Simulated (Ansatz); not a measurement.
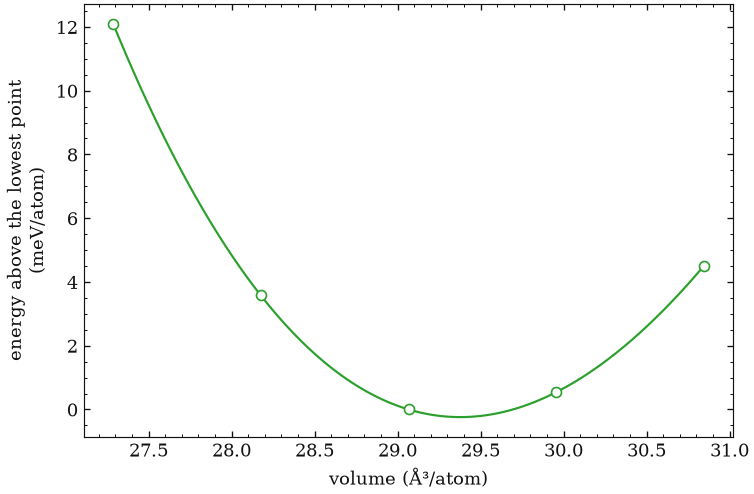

The figure shows the energy above the lowest point against volume.

Computed with Ansatz 0.2.0 development build: equation of state of a cubic crystal from periodic Kohn-Sham density functional theory without spin, third-order Birch-Murnaghan fit to the free energies; pressure corrected for the finite basis. Level: HSE06, no spin-orbit coupling.

Question: For which of these solids was it computed?
A. Pb, Fm-3m (No. 225)
B. TePb, Fm-3m (No. 225)
C. TlCl, Pm-3m (No. 221)

Answer: C, TlCl: energy above the lowest point from 0.0 meV/atom to 12.1 meV/atom, V0 29.38 Å³/atom, B0 22.9 GPa. The others give: Pb, energy above the lowest point from 0.0 meV/atom to 29.7 meV/atom, V0 31.84 Å³/atom, B0 39.4 GPa; TePb, energy above the lowest point from 0.0 meV/atom to 17.2 meV/atom, V0 34.63 Å³/atom, B0 42.1 GPa.

For Pb, limits of the calculation: modest k-mesh, values are not fully converged in k; no spin-orbit coupling with 6p elements.

For TePb, limits of the calculation: modest k-mesh, values are not fully converged in k; no spin-orbit coupling with 6p elements.

For TlCl, limits of the calculation: modest k-mesh, values are not fully converged in k; no spin-orbit coupling with 6p elements.
